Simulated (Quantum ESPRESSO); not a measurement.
# Run report: Sn, band-structure run (part 1 of 2)

- system: Sn (Fd-3m, 2 atoms in the cell)
- method: Kohn-Sham DFT of a periodic cell, HLE16, PseudoDojo 0.4.1 SR PBE standard, no spin polarisation (Quantum ESPRESSO 7.5)

The structure derives from an entry of the Crystallography Open Database.

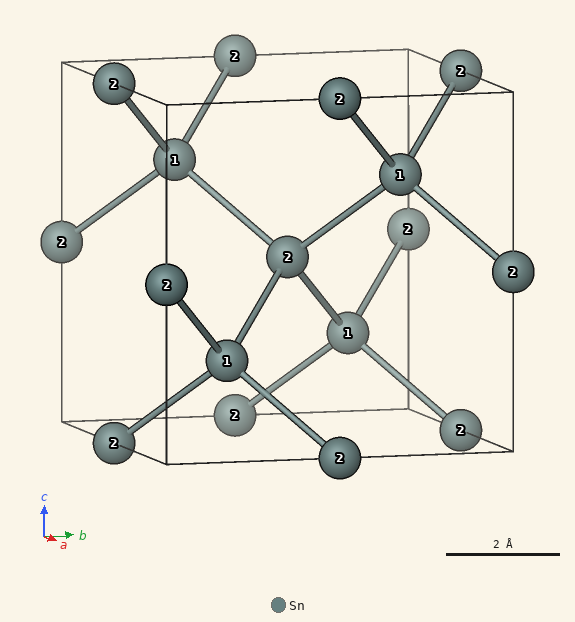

Fig. 1: The structure (ball-and-stick view of the cell 4 times as large as that of the calculation, set on its symmetry axes, seen slightly off an axis; atoms are numbered from 1 in the order of the input). An atom can appear more than once, as a periodic image.

## Input
```
&CONTROL
  calculation = 'scf'
  prefix = 'pwscf'
  outdir = './tmp'
  pseudo_dir = './pseudo'
  tprnfor = .true.
  tstress = .true.
  disk_io = 'low'
/
&SYSTEM
  ibrav = 0
  nat = 2
  ntyp = 1
  ecutwfc = 72
  nbnd = 21
  input_dft = 'XC-000I-000I-545L-000I-000I-000I'
  occupations = 'smearing'
  smearing = 'fd'
  degauss = 0.00367493
/
&ELECTRONS
  conv_thr = 4d-10
  electron_maxstep = 120
  mixing_beta = 0.5
/
ATOMIC_SPECIES
Sn   118.7100 Sn.upf
CELL_PARAMETERS angstrom
   0.0000000000    3.2333428000    3.2333428000
   3.2333428000    0.0000000000    3.2333428000
   3.2333428000    3.2333428000    0.0000000000
ATOMIC_POSITIONS angstrom
Sn     4.8500142000    4.8500142000    4.8500142000
Sn     3.2333428000    3.2333428000    3.2333428000
K_POINTS automatic
7 7 7 0 0 0
```

## File pp_density.in
```
&INPUTPP
  prefix = 'pwscf'
  outdir = './tmp'
  filplot = 'density.dat'
  plot_num = 0
/
&PLOT
  nfile = 1
  filepp(1) = 'density.dat'
  iflag = 3
  output_format = 6
  fileout = 'density.cube'
/
```

## File pp_potential.in
```
&INPUTPP
  prefix = 'pwscf'
  outdir = './tmp'
  filplot = 'potential.dat'
  plot_num = 11
/
&PLOT
  nfile = 1
  filepp(1) = 'potential.dat'
  iflag = 3
  output_format = 6
  fileout = 'potential.cube'
/
```

## File pp_elf.in
```
&INPUTPP
  prefix = 'pwscf'
  outdir = './tmp'
  filplot = 'elf.dat'
  plot_num = 8
/
&PLOT
  nfile = 1
  filepp(1) = 'elf.dat'
  iflag = 3
  output_format = 6
  fileout = 'elf.cube'
/
```

## File bands.in
```
&CONTROL
  calculation = 'bands'
  prefix = 'pwscf'
  outdir = './tmp'
  pseudo_dir = './pseudo'
  disk_io = 'low'
  verbosity = 'high'
/
&SYSTEM
  ibrav = 0
  nat = 2
  ntyp = 1
  ecutwfc = 72
  nbnd = 21
  input_dft = 'XC-000I-000I-545L-000I-000I-000I'
  occupations = 'smearing'
  smearing = 'fd'
  degauss = 0.00367493
/
&ELECTRONS
  conv_thr = 1d-08
  electron_maxstep = 120
  mixing_beta = 0.5
  diago_full_acc = .true.
/
ATOMIC_SPECIES
Sn   118.7100 Sn.upf
CELL_PARAMETERS angstrom
   0.0000000000    3.2333428000    3.2333428000
   3.2333428000    0.0000000000    3.2333428000
   3.2333428000    3.2333428000    0.0000000000
ATOMIC_POSITIONS angstrom
Sn     4.8500142000    4.8500142000    4.8500142000
Sn     3.2333428000    3.2333428000    3.2333428000
K_POINTS crystal
60
 0.0000000000  0.0000000000  0.0000000000 1
 0.0625000000  0.0000000000  0.0625000000 1
 0.1250000000  0.0000000000  0.1250000000 1
 0.1875000000  0.0000000000  0.1875000000 1
 0.2500000000  0.0000000000  0.2500000000 1
 0.3125000000  0.0000000000  0.3125000000 1
 0.3750000000  0.0000000000  0.3750000000 1
 0.4375000000  0.0000000000  0.4375000000 1
 0.5000000000  0.0000000000  0.5000000000 1
 0.5000000000  0.0625000000  0.5625000000 1
 0.5000000000  0.1250000000  0.6250000000 1
 0.5000000000  0.1875000000  0.6875000000 1
 0.5000000000  0.2500000000  0.7500000000 1
 0.4375000000  0.3125000000  0.7500000000 1
 0.3750000000  0.3750000000  0.7500000000 1
 0.3375000000  0.3375000000  0.6750000000 1
 0.3000000000  0.3000000000  0.6000000000 1
 0.2625000000  0.2625000000  0.5250000000 1
 0.2250000000  0.2250000000  0.4500000000 1
 0.1875000000  0.1875000000  0.3750000000 1
 0.1500000000  0.1500000000  0.3000000000 1
 0.1125000000  0.1125000000  0.2250000000 1
 0.0750000000  0.0750000000  0.1500000000 1
 0.0375000000  0.0375000000  0.0750000000 1
 0.0000000000  0.0000000000  0.0000000000 1
 0.0625000000  0.0625000000  0.0625000000 1
 0.1250000000  0.1250000000  0.1250000000 1
 0.1875000000  0.1875000000  0.1875000000 1
 0.2500000000  0.2500000000  0.2500000000 1
 0.3125000000  0.3125000000  0.3125000000 1
 0.3750000000  0.3750000000  0.3750000000 1
 0.4375000000  0.4375000000  0.4375000000 1
 0.5000000000  0.5000000000  0.5000000000 1
 0.5250000000  0.4500000000  0.5250000000 1
 0.5500000000  0.4000000000  0.5500000000 1
 0.5750000000  0.3500000000  0.5750000000 1
 0.6000000000  0.3000000000  0.6000000000 1
 0.6250000000  0.2500000000  0.6250000000 1
 0.5833333333  0.2500000000  0.6666666667 1
 0.5416666667  0.2500000000  0.7083333333 1
 0.5000000000  0.2500000000  0.7500000000 1
 0.5000000000  0.2857142857  0.7142857143 1
 0.5000000000  0.3214285714  0.6785714286 1
 0.5000000000  0.3571428571  0.6428571429 1
 0.5000000000  0.3928571429  0.6071428571 1
 0.5000000000  0.4285714286  0.5714285714 1
 0.5000000000  0.4642857143  0.5357142857 1
 0.5000000000  0.5000000000  0.5000000000 1
 0.4821428571  0.4821428571  0.5357142857 1
 0.4642857143  0.4642857143  0.5714285714 1
 0.4464285714  0.4464285714  0.6071428571 1
 0.4285714286  0.4285714286  0.6428571429 1
 0.4107142857  0.4107142857  0.6785714286 1
 0.3928571429  0.3928571429  0.7142857143 1
 0.3750000000  0.3750000000  0.7500000000 1
 0.6250000000  0.2500000000  0.6250000000 1
 0.5937500000  0.1875000000  0.5937500000 1
 0.5625000000  0.1250000000  0.5625000000 1
 0.5312500000  0.0625000000  0.5312500000 1
 0.5000000000  0.0000000000  0.5000000000 1
```

Machine: 1 thread of AMD EPYC (Zen 3), 24 GiB of memory available, shared host.

Launch command:
```bash
OMP_NUM_THREADS=1 pw.x -in pw.in > pw.out
OMP_NUM_THREADS=1 pp.x -in pp_density.in > pp_density.out
OMP_NUM_THREADS=1 pp.x -in pp_potential.in > pp_potential.out
OMP_NUM_THREADS=1 pp.x -in pp_elf.in > pp_elf.out
OMP_NUM_THREADS=1 pw.x -in bands.in > bands.out
```

## The program's output
```
This program is part of the open-source Quantum ESPRESSO suite
     for quantum simulation of materials; please cite
         "P. Giannozzi et al., J. Phys.:Condens. Matter 21 395502 (2009);
         "P. Giannozzi et al., J. Phys.:Condens. Matter 29 465901 (2017);
         "P. Giannozzi et al., J. Chem. Phys. 152 154105 (2020);
          URL
     in publications or presentations arising from this work. More details at

     IMPORTANT: XC functional enforced from input :
     Exchange-correlation= XC-000I-000I-545L-000I-000I-000I
                           (   0   0   0 545   0   0   0)
     Any further DFT definition will be discarded
     Please, verify this is what you really want

     Message from routine setup:
     using ibrav=0 with symmetry is DISCOURAGED, use correct ibrav instead

     G-vector sticks info
     --------------------
     sticks:   dense  smooth     PW     G-vecs:    dense   smooth      PW
     Sum        1483    1483    433                37509    37509    5817

     Using Slab Decomposition

     bravais-lattice index     =            0
     lattice parameter (alat)  =       8.6410  a.u.
     unit-cell volume          =     456.2279 (a.u.)^3
     number of atoms/cell      =            2
     number of atomic types    =            1
     number of electrons       =        28.00
     number of Kohn-Sham states=           21
     kinetic-energy cutoff     =      72.0000  Ry
     charge density cutoff     =     288.0000  Ry
     scf convergence threshold =      4.0E-10
     mixing beta               =       0.5000
     number of iterations used =            8  plain     mixing
     Exchange-correlation= XC-000I-000I-545L-000I-000I-000I
                           (   0   0   0 545   0   0   0)

     celldm(1)=   8.641032  celldm(2)=   0.000000  celldm(3)=   0.000000
     celldm(4)=   0.000000  celldm(5)=   0.000000  celldm(6)=   0.000000

     crystal axes: (cart. coord. in units of alat)
               a(1) = (   0.000000   0.707107   0.707107 )
               a(2) = (   0.707107   0.000000   0.707107 )
               a(3) = (   0.707107   0.707107   0.000000 )

     reciprocal axes: (cart. coord. in units 2 pi/alat)
               b(1) = ( -0.707107  0.707107  0.707107 )
               b(2) = (  0.707107 -0.707107  0.707107 )
               b(3) = (  0.707107  0.707107 -0.707107 )

     PseudoPot. # 1 for Sn read from file:
     Sn.upf
     Pseudo is Norm-conserving + core correction, Zval = 14.0
     Generated using ONCVPSP code by D. R. Hamann
     Using radial grid of 1628 points,  6 beta functions with:
                l(1) =   0
                l(2) =   0
                l(3) =   1
                l(4) =   1
                l(5) =   2
                l(6) =   2

     atomic species   valence    mass     pseudopotential
     Sn               14.00   118.71000     Sn( 1.00)

     48 Sym. Ops., with inversion, found (24 have fractional translation)

   Cartesian axes

     site n.     atom                  positions (alat units)
         1        Sn     tau(   1) = (   1.0606602   1.0606602   1.0606602  )
         2        Sn     tau(   2) = (   0.7071068   0.7071068   0.7071068  )

     number of k points=    20  Fermi-Dirac smearing, width (Ry)=  0.0037
                       cart. coord. in units 2pi/alat
        k(    1) = (   0.0000000   0.0000000   0.0000000), wk =   0.0058309
        k(    2) = (   0.1010153   0.1010153  -0.1010153), wk =   0.0466472
        k(    3) = (   0.2020305   0.2020305  -0.2020305), wk =   0.0466472
        k(    4) = (   0.3030458   0.3030458  -0.3030458), wk =   0.0466472
        k(    5) = (   0.2020305  -0.0000000   0.0000000), wk =   0.0349854
        k(    6) = (   0.3030458   0.1010153  -0.1010153), wk =   0.1399417
        k(    7) = (   0.4040610   0.2020305  -0.2020305), wk =   0.1399417
        k(    8) = (  -0.2020305  -0.4040610   0.4040610), wk =   0.1399417
        k(    9) = (  -0.1010153  -0.3030458   0.3030458), wk =   0.1399417
        k(   10) = (  -0.0000000  -0.2020305   0.2020305), wk =   0.0699708
        k(   11) = (   0.4040610  -0.0000000   0.0000000), wk =   0.0349854
        k(   12) = (   0.5050763   0.1010153  -0.1010153), wk =   0.1399417
        k(   13) = (  -0.1010153  -0.5050763   0.5050763), wk =   0.1399417
        k(   14) = (   0.0000000  -0.4040610   0.4040610), wk =   0.0699708
        k(   15) = (   0.6060915  -0.0000000   0.0000000), wk =   0.0349854
        k(   16) = (  -0.0000000  -0.6060915   0.6060915), wk =   0.0699708
        k(   17) = (   0.4040610   0.2020305   0.0000000), wk =   0.1399417
        k(   18) = (  -0.2020305  -0.4040610   0.6060915), wk =   0.2798834
        k(   19) = (  -0.1010153  -0.5050763   0.7071068), wk =   0.1399417
        k(   20) = (  -0.0000000  -0.4040610   0.6060915), wk =   0.1399417

     Dense  grid:    37509 G-vectors     FFT dimensions: (  48,  48,  48)

     WARNING: libxc functional with ID  545 depends
      on external parameters: check the user_guide of
      QE if you need to modify them or to check their
      default values.

     Initial potential from superposition of free atoms

     starting charge      27.9969, renormalised to      28.0000
     Starting wfcs are   18 randomized atomic wfcs +    3 random wfcs

     Self-consistent Calculation

     iteration #  1     ecut=    72.00 Ry     beta= 0.50
     Davidson diagonalization with overlap
     ethr =  1.00E-02,  avg # of iterations =  6.5

     Threshold (ethr) on eigenvalues was too large:
     Diagonalizing with lowered threshold

     Davidson diagonalization with overlap
     ethr =  7.90E-04,  avg # of iterations =  1.2

     total energy              =    -337.62850190 Ry
     estimated scf accuracy    <       0.23119196 Ry

     iteration #  2     ecut=    72.00 Ry     beta= 0.50
     Davidson diagonalization with overlap
     ethr =  8.26E-04,  avg # of iterations =  2.2

     total energy              =    -337.65487278 Ry
     estimated scf accuracy    <       0.01530062 Ry

     iteration #  3     ecut=    72.00 Ry     beta= 0.50
     Davidson diagonalization with overlap
     ethr =  5.46E-05,  avg # of iterations =  4.3

     total energy              =    -337.66004482 Ry
     estimated scf accuracy    <       0.00119335 Ry

     iteration #  4     ecut=    72.00 Ry     beta= 0.50
     Davidson diagonalization with overlap
     ethr =  4.26E-06,  avg # of iterations =  5.2

     total energy              =    -337.66080267 Ry
     estimated scf accuracy    <       0.00007918 Ry

     iteration #  5     ecut=    72.00 Ry     beta= 0.50
     Davidson diagonalization with overlap
     ethr =  2.83E-07,  avg # of iterations =  2.8

     total energy              =    -337.66088969 Ry
     estimated scf accuracy    <       0.00000674 Ry

     iteration #  6     ecut=    72.00 Ry     beta= 0.50
     Davidson diagonalization with overlap
     ethr =  2.41E-08,  avg # of iterations =  3.5

     total energy              =    -337.66092175 Ry
     estimated scf accuracy    <       0.00000135 Ry

     iteration #  7     ecut=    72.00 Ry     beta= 0.50
     Davidson diagonalization with overlap
     ethr =  4.81E-09,  avg # of iterations =  2.0

     total energy              =    -337.66092219 Ry
     estimated scf accuracy    <       0.00000024 Ry

     iteration #  8     ecut=    72.00 Ry     beta= 0.50
     Davidson diagonalization with overlap
     ethr =  8.65E-10,  avg # of iterations =  2.2

     total energy              =    -337.66092246 Ry
     estimated scf accuracy    <          8.7E-09 Ry

     iteration #  9     ecut=    72.00 Ry     beta= 0.50
     Davidson diagonalization with overlap
     ethr =  3.11E-11,  avg # of iterations =  2.0

     total energy              =    -337.66092247 Ry
     estimated scf accuracy    <          1.4E-09 Ry

     iteration # 10     ecut=    72.00 Ry     beta= 0.50
     Davidson diagonalization with overlap
     ethr =  5.12E-12,  avg # of iterations =  3.0

     total energy              =    -337.66092247 Ry
     estimated scf accuracy    <          9.3E-10 Ry

     iteration # 11     ecut=    72.00 Ry     beta= 0.50
     Davidson diagonalization with overlap
     ethr =  3.32E-12,  avg # of iterations =  2.0

     End of self-consistent calculation

          k = 0.0000 0.0000 0.0000 (  4693 PWs)   bands (ev):

   -18.3969 -18.3969 -18.3969 -18.3491 -18.3491 -18.1045 -18.1045 -18.0975
   -18.0975 -18.0975  -4.1556   5.8012   6.3975   6.3975   6.3975   8.7585
     8.7585   8.7585  13.4069  14.4338  14.4338

          k = 0.1010 0.1010-0.1010 (  4729 PWs)   bands (ev):

   -18.4071 -18.4071 -18.3926 -18.3348 -18.3348 -18.1261 -18.1261 -18.1023
   -18.0787 -18.0787  -3.9651   3.9431   6.0856   6.0856   7.1692   9.1814
     9.1814   9.7266  13.9008  13.9008  14.0948
```
